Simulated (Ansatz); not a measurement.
HN2Cl: several calculations on one system

**1. Relaxation**

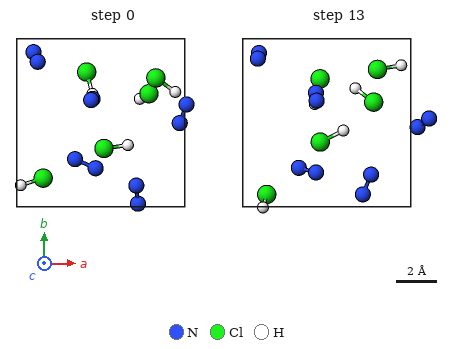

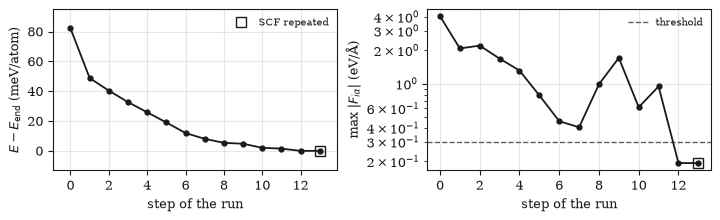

First and last geometry of a relaxation of an amorphous cell of composition HN2Cl, with the history of the run. The picture is a ball-and-stick view of the cell of the calculation, seen along the c axis.

The cell holds 5 N2 + 5 HCl. The run prepares the start of a later molecular dynamics calculation, from a guessed geometry.

Computed with DFT PBEsol, scalar-relativistic, plane waves, PAW in Ansatz.

The input:
```yaml
accuracy: low
crystal:
  lattice:
    - [8.431983, 0.0, 0.0]
    - [0.0, 8.431983, 0.0]
    - [0.0, 0.0, 8.431983]
  atoms:
    - { symbol: "N", position: [0.1004215, 0.9202338, 0.3488472] }
    - { symbol: "N", position: [0.1253771, 0.863025, 0.4674362] }
    - { symbol: "N", position: [0.7121761, 0.1265324, 0.5998207] }
    - { symbol: "N", position: [0.7218567, 0.0189061, 0.5205625] }
    - { symbol: "N", position: [0.3475682, 0.2836755, 0.7311836] }
    - { symbol: "N", position: [0.4697569, 0.2293888, 0.7221347] }
    - { symbol: "N", position: [0.4433124, 0.6353339, 0.7447361] }
    - { symbol: "N", position: [0.4517523, 0.6422064, 0.6111676] }
    - { symbol: "N", position: [0.9703721, 0.4980687, 0.9307576] }
    - { symbol: "N", position: [1.0107795, 0.6093442, 0.993559] }
    - { symbol: Cl, position: [0.5197362, 0.3474457, 0.2856189] }
    - { symbol: H, position: [0.6620641, 0.3672496, 0.2366911] }
    - { symbol: Cl, position: [0.1580216, 0.1707828, -0.0102639] }
    - { symbol: H, position: [0.0245876, 0.1285288, 0.0485011] }
    - { symbol: Cl, position: [0.7870774, 0.6728394, 0.2526001] }
    - { symbol: H, position: [0.7326746, 0.6426597, 0.114134] }
    - { symbol: Cl, position: [0.4167869, 0.8018427, 0.0425303] }
    - { symbol: H, position: [0.4510304, 0.6716891, 0.1127497] }
    - { symbol: Cl, position: [0.8282662, 0.7670479, 0.7543188] }
    - { symbol: H, position: [0.9437917, 0.6836259, 0.7019929] }
basis:
  ecutwfc: 420.0
kpoints:
  mp_grid: { grid: [1, 1, 1] }
hamiltonian:
  xc: pbesol
scf:
  occupations: { method: fermi_dirac, width: 0.05 }
  lower_state_search: "off"
relax:
  f_tol: 0.3
  max_steps: 15
  adjacent_minimum: "off"
```

Command:
```bash
ansatz run input.yaml --threads 1 --pin off --max-ram 3072MiB --backend cpu --events-out ev --progress --plain --runs-dir out
```

Did the run converge, and what did it change?

Answer. It converged. The atom that moves furthest is H14 (1.53 Å along [2 −3 2]). Largest moves by element: H 1.53 Å, N 1.21 Å, Cl 0.83 Å. The cell doesn't change. Near-neighbour distances that change, for instance: Cl15–H16 1.280 → 1.336 Å, Cl11–H12 1.280 → 1.332 Å, N1–N2 1.130 → 1.100 Å, Cl13–H14 1.280 → 1.300 Å. Over 12 accepted moves (13 points after the start) the energy falls by 82.2 meV per atom. Largest force component: 4.1 eV/Å at the start, 0.19 eV/Å at the end. 1 step only repeated the SCF at the same geometry. The run took 44 s on 1 thread of Arm Neoverse V1, on a shared host, peak memory 0.49 GiB.

```csv
step,"E − E(0), meV/atom","largest force component, eV/Å",note
0,0.00,4.0702,
1,-33.34,2.0807,
2,-41.77,2.2068,
3,-49.46,1.6862,
4,-56.32,1.3161,
5,-63.14,0.7869,
6,-70.23,0.4607,
7,-74.11,0.4053,
8,-76.79,0.9902,
9,-77.41,1.7118,
10,-80.14,0.6150,
11,-80.65,0.9457,
12,-82.18,0.1934,
13,-82.18,0.1929,"same geometry, SCF repeated"
```

Limits of the set-up: the program's low-accuracy preset was used; the periodic images lie only 8.4 Å apart, so the values are limited by the cell's size.

**2. Dynamics**

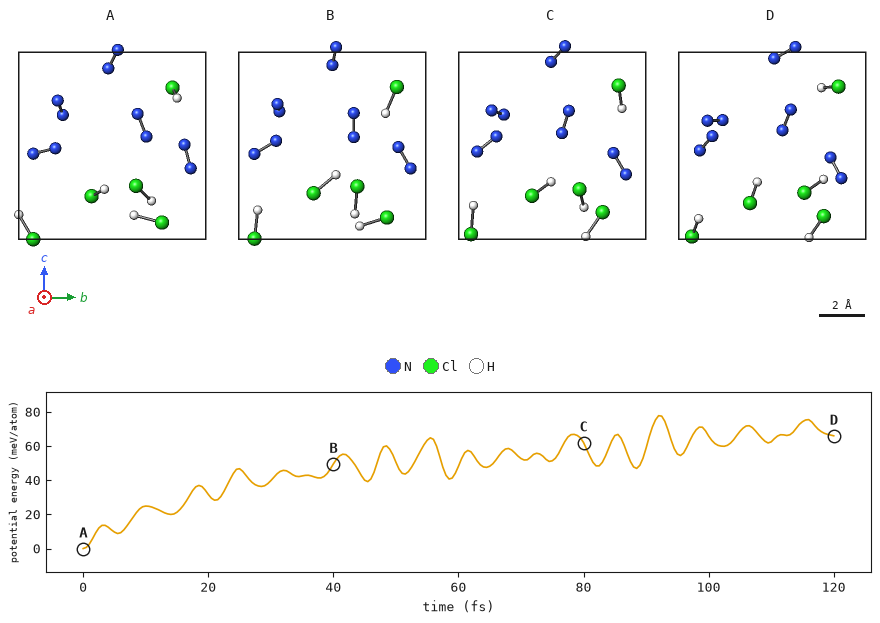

Molecular dynamics of a periodic cell with 5 N2 + 5 HCl at 0.893 g/cm³, 120 fs long. Frames (A at 0 fs, B at 40 fs, C at 80 fs, D at 120 fs) and the history of the run. Style: ball-and-stick. Shown: the simulation cell, along the a axis. Atoms that leave the cell re-enter on the other side.

The calculation used Ansatz, DFT PBEsol, scalar-relativistic, plane waves, PAW. Run with plane-wave cutoff 420 eV; k-point mesh 1 × 1 × 1; Fermi-Dirac smearing 0.05 eV; low-accuracy preset; Langevin thermostat (NVT); set temperature 1000 K; time step 0.5 fs; friction 0.02 per fs.

### What happens in this trajectory?

Over the second half the temperature averages 782 K (spread ±66 K). The potential energy is still drifting at the end, so the run hasn't reached equilibrium. The potential energy in the second half lies on average 61.1 meV per atom above the first frame. In the second half of the run the atoms are, in the root-mean-square, this far from where they began (common drift taken out): H 1.38 Å, N 0.74 Å, Cl 0.44 Å. The heavy atoms stay within a fraction of a molecule's size of their starting places, while the hydrogen atoms travel further, as molecules turn; so short a run doesn't tell a liquid from a solid.

Limits of the set-up: the program's low-accuracy preset was used; the periodic images lie only 8.4 Å apart, so the values are limited by the cell's size.

Cost: 12 min on 1 thread of Arm Neoverse V1, on a shared host, peak memory 0.58 GiB.

**3. Dynamics**

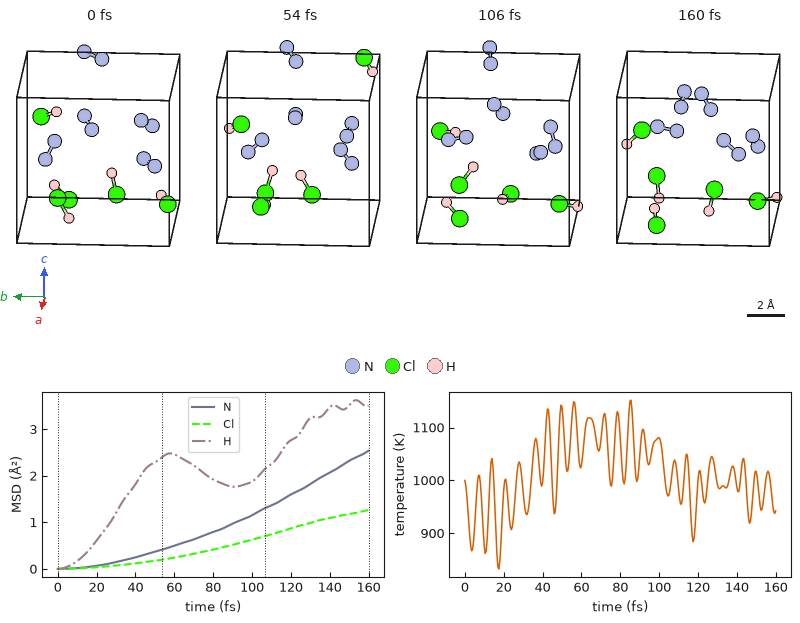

A Born-Oppenheimer molecular dynamics run of a periodic cell with 5 N2 + 5 HCl at 0.893 g/cm³, 160 fs long. It starts from the last geometry of an earlier run, with fresh velocities. Frames and the history of the run. A ball-and-stick model of the simulation cell, seen from a free direction. Atoms that leave the cell re-enter on the other side.

These are results of DFT PBEsol, scalar-relativistic, plane waves, PAW in Ansatz 0.2.0, not measurements. Run with plane-wave cutoff 420 eV; k-point mesh 1 × 1 × 1; Fermi-Dirac smearing 0.05 eV; low-accuracy preset; Nosé-Hoover thermostat (NVT); set temperature 1000 K; time step 0.5 fs; thermostat time 100.0 fs.

Q: Describe the run.

A: Over the second half the temperature averages 1009 K (spread ±48 K). The potential energy in the second half lies on average 2.8 meV per atom below the first frame. In the second half of the run the atoms are, in the root-mean-square, this far from where they began (common drift taken out): H 1.64 Å, N 1.27 Å, Cl 0.93 Å. The molecules turn and drift from their places. The conserved quantity stays between −0.1 and 0.24 meV per atom of its start. A straight-line fit has a slope that amounts to −0.0029 meV per atom over 160 fs (under 0.1 % of the mean kinetic energy), and the ripple about it is 0.9 % of the kinetic energy's fluctuation. With a drift under 2 % and a ripple under 7 %, the integration is accurate.

Limits of the set-up: the program's low-accuracy preset was used; the periodic images lie only 8.4 Å apart, so the values are limited by the cell's size.

The run took 13 min on 1 thread of Arm Neoverse V1, with other jobs on the host, peak memory 0.57 GiB.
